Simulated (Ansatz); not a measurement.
Consider Ca (slab).

Input file:

```
crystal:
  lattice:
    - [3.906618265, 0.0, 0.0]
    - [-1.9533091325, 3.3832306604, 0.0]
    - [0.0, 0.0, 18.1897404564]
  atoms:
    - { symbol: Ca, position: [0.6666666667, 0.3333333333, 0.4123203417] }
    - { symbol: Ca, position: [0.3333333333, 0.6666666667, 0.5876796583] }
basis:
  ecutwfc: 420
kpoints:
  mp_grid: { grid: [9, 9, 1] }
hamiltonian:
  xc: pbe
scf:
  occupations: { method: gaussian, width: 0.1 }
output:
  forces: true
  stress: true
  eigenvalues: true
  write_density: true
  write_potential: true
  elf: true
  volumetric_format: npy
efield:
  axis: 3
  dipole_correction: true
```

Run with:

```sh
ansatz run input.yaml --threads 1 --pin off --max-ram 2560MiB --backend cpu --events-out ev --progress --plain --runs-dir out
```

Level of theory: Ansatz, DFT PBE, scalar-relativistic, plane waves, PAW.

> What can the converged valence pseudo-density and electron localisation function tell about the bonding?

Ca–Ca (3.91 Å): ρ is about 0.05 e/Å³ halfway; the ELF is about 0.35 at the midpoint; no shared electron pair shows on this line.

> Does the calculation make it a metal, or give it a gap?

It is metallic or semimetallic at this level of theory: no gap opens.

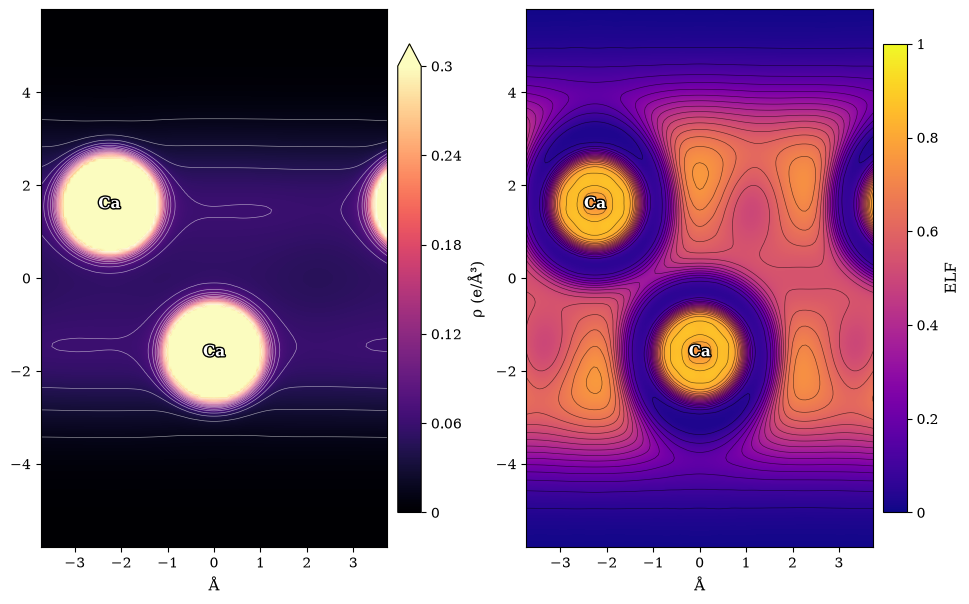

Computed valence pseudo-density and electron localisation function on the (110) plane of the calculation cell, a cut from vacuum to vacuum, in this order. 

In a PAW calculation such maps are meaningful between the atoms, not at the nuclei.
